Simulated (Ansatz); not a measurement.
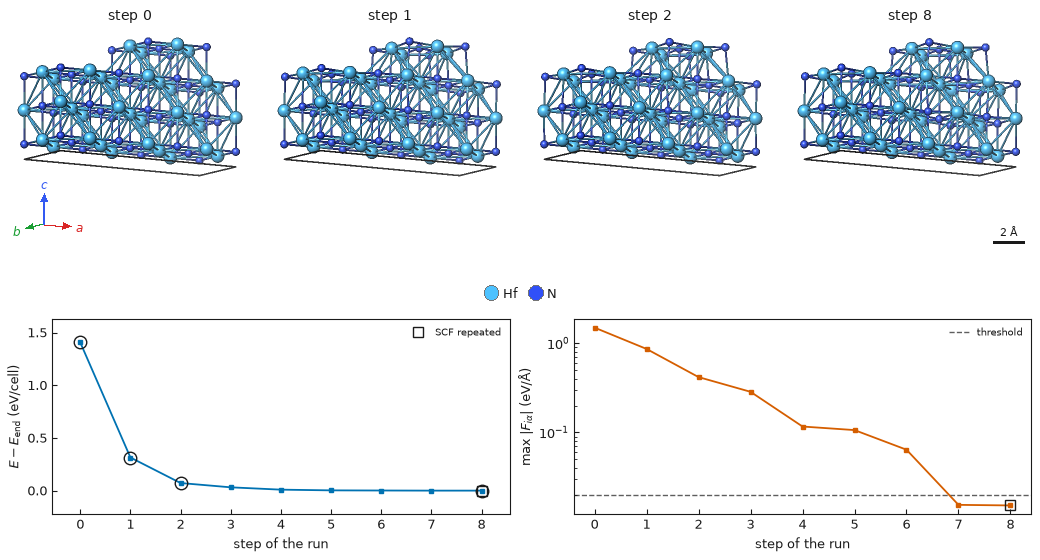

Frames of a constrained relaxation of a slab of composition HfN (cut from the Fm-3m phase), marked on the history of the run. A ball-and-stick model of the cell of the calculation, outlined in the plane, without the vacuum (origin shifted), seen from a free direction.

Case: stripe over 1.5 of 3 cells, two steps. 12 atoms are held fixed.

Theory: Ansatz, DFT PBEsol, scalar-relativistic, plane waves, PAW. (plane-wave cutoff 420 eV; k-point mesh 3 × 8 × 1; occupations gaussian; smearing width 0.1 eV; no spin polarisation; dipole correction; atoms relaxed in a fixed cell; force threshold 0.02 eV/Å; at most 45 steps)

Describe the path.

Answer. Over 7 accepted moves (8 points after the start) the energy falls by 1.406 eV per cell of the calculation. Largest force component: 1.5 eV/Å at the start, 0.015 eV/Å at the end. 1 step only repeated the SCF at the same geometry. The largest moves, 0.21 Å, are those of Hf atoms. Largest moves by element: Hf 0.21 Å, N 0.16 Å. The lattice vectors keep their values. Near-neighbour distances that change, for instance: Hf–N 2.251 → 2.052 Å, Hf–Hf 3.183 → 3.354 Å, Hf–N 2.251 → 2.080 Å, Hf–N 2.251 → 2.407 Å. Among the angles between lasting bonds that change: Hf–N–Hf 180.0° → 168.3°, Hf–N–Hf 180.0° → 169.4°, Hf–N–Hf 180.0° → 169.6°. Cost: 19 min on 4 threads of Intel(R) Xeon(R) 6975P-C (Granite Rapids), with other jobs on the host, peak memory 8.3 GiB. From step 0 to 1: Hf atoms move most (0.20 Å), energy −1.092 eV per cell of the calculation. From step 1 to 2: a Hf atom moves most (0.08 Å), energy −0.242 eV per cell of the calculation. From step 2 to 8: a Hf atom moves most (0.07 Å), energy −72.0 meV per cell of the calculation.

```json
{"step": "0", "E − E(0), meV/atom": "0.00", "largest force component, eV/Å": "1.4990", "note": ""}
{"step": "1", "E − E(0), meV/atom": "-25.99", "largest force component, eV/Å": "0.8646", "note": ""}
{"step": "2", "E − E(0), meV/atom": "-31.76", "largest force component, eV/Å": "0.4179", "note": ""}
{"step": "3", "E − E(0), meV/atom": "-32.72", "largest force component, eV/Å": "0.2859", "note": ""}
{"step": "4", "E − E(0), meV/atom": "-33.25", "largest force component, eV/Å": "0.1167", "note": ""}
{"step": "5", "E − E(0), meV/atom": "-33.41", "largest force component, eV/Å": "0.1064", "note": ""}
{"step": "6", "E − E(0), meV/atom": "-33.44", "largest force component, eV/Å": "0.0641", "note": ""}
{"step": "7", "E − E(0), meV/atom": "-33.47", "largest force component, eV/Å": "0.0154", "note": ""}
{"step": "8", "E − E(0), meV/atom": "-33.47", "largest force component, eV/Å": "0.0152", "note": "same geometry, SCF repeated"}
```

Limits of the set-up: the cell has an odd number of electrons but was run without spin polarisation.
